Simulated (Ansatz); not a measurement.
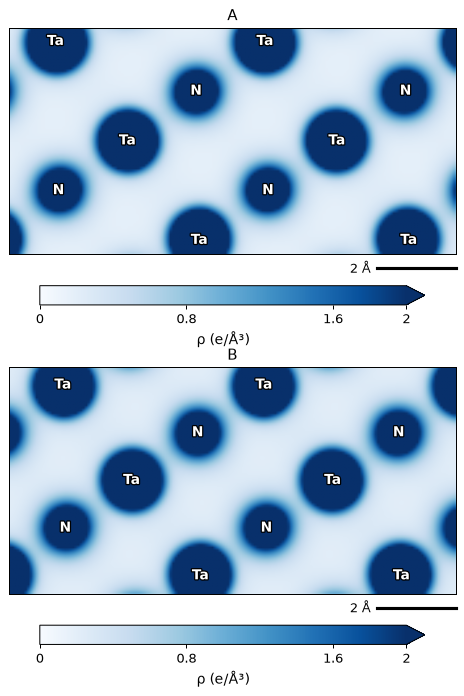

Ta4N3. The valence charge density (pseudo) of two cells that differ in size, on the (001) plane of each (indices in the axes of the calculation cell), at one length scale and on one colour scale; one has 10.5 and the other 12.0 Å³ an atom.

Space group I4/mmm; a structure from a database of computed crystals, not necessarily the ambient phase; computed without spin polarisation.

Theory: DFT PBEsol, scalar-relativistic, plane waves, PAW (Ansatz 0.2.0).

In a PAW calculation such maps are meaningful between the atoms, not at the nuclei.

The larger cell:

```
Ta N
1.0
    -2.20320    2.20320    4.31061
     2.20320   -2.20320    4.31061
     2.20320    2.20320   -4.31061
Ta N
4 3
Direct
  0.00000 0.50000 0.50000
  0.26382 0.26382 0.00000
  0.50000 0.00000 0.50000
  0.73618 0.73618 0.00000
  0.75000 0.25000 0.50000
  0.00000 0.00000 0.00000
  0.25000 0.75000 0.50000
```

The smaller cell: a = 5.105 Å, b = 5.105 Å, c = 5.105 Å, α = 131.14°, β = 131.14°, γ = 71.58°.

Question: Which is the denser cell? Describe the effect of the change.

Answer: Panel B is the smaller cell, by 12 % in volume. From the larger cell to the smaller, Ta–Ta goes from 3.12 to 2.99 Å, and the density at its midpoint from 0.24 to 0.29 e/Å³; Ta–N goes from 2.16 to 2.07 Å, and the density at its midpoint from 0.6 to 0.73 e/Å³; the pressure goes from −10 to 38 GPa.
